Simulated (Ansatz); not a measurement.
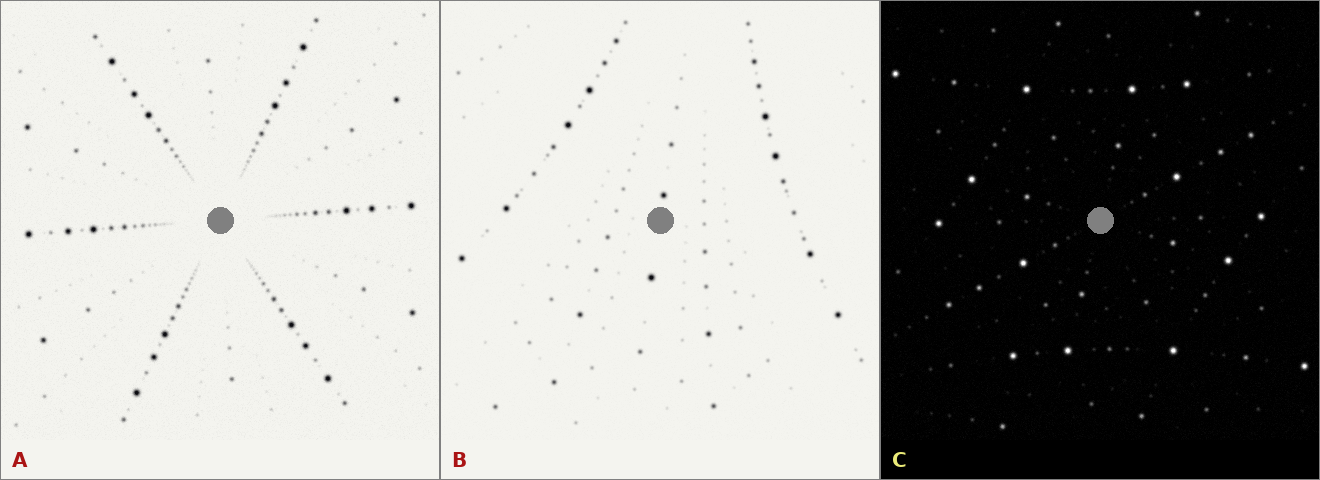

Simulated back-reflection Laue patterns (white X-rays, 0.45 to 2.2 Å, flat plate covering ±45° about the beam, kinematic intensities, seen from the source). Crystal: Ir, space group P6_3/mmc (No. 194), a = 2.752 Å, c = 4.465 Å (hexagonal axes). Structure: the end point of a relaxation at fixed volume with DFT PBE, spin-orbit coupling, plane waves, PAW (Ansatz); the starting structure was generated, so it need not be a known form of this composition.

| atom | site | symmetry | x | y | z |
| --- | --- | --- | --- | --- | --- |
| Ir | 2d | -6m2 | 0.3333 | 0.6667 | 0.7500 |

> The directions [001], [100], [101] point towards the source, in some order. Which is which?

A: [001], symmetry 6mm (a sixfold axis with mirror lines). B: [101], symmetry m (one mirror line). C: [100], symmetry 2mm (a twofold axis with two mirror lines). The Laue class is 6/mmm.
